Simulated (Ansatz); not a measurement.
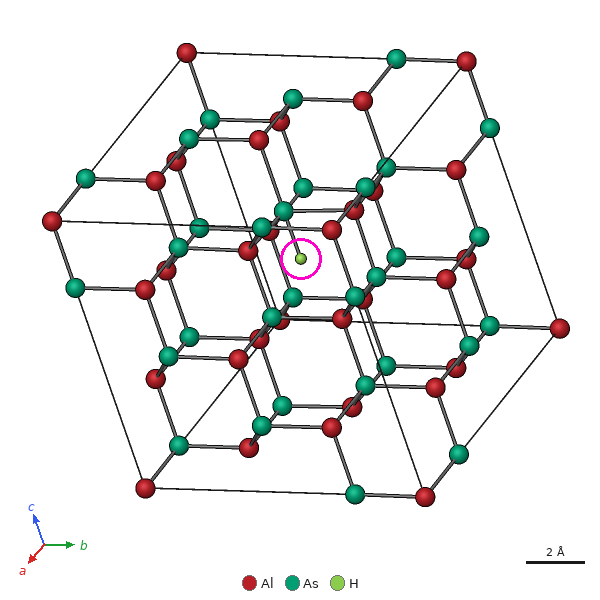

Structure drawing (ball-and-stick), viewed from a general direction. The parallelepiped is the supercell. The host is AlAs, in a cell of 32 sites, and the cell is neutral. A ring marks the defect's site.

### How does this supercell depart from the perfect host?

An interstitial hydrogen atom. It is bonded to one As at about 1.8 Å.

Electronic-structure method: Ansatz, DFT PBE, scalar-relativistic, plane waves, PAW. Parameters: an energy cutoff of 420 eV, a 2×2×2 grid in reciprocal space, Gaussian smearing of 0.01 eV, collinear spins.

### Is there a net spin in the supercell?

Yes, 1.0 μB in the cell.

The atoms were relaxed in the host's cell with DFT PBE, scalar-relativistic, plane waves, PAW in Ansatz.
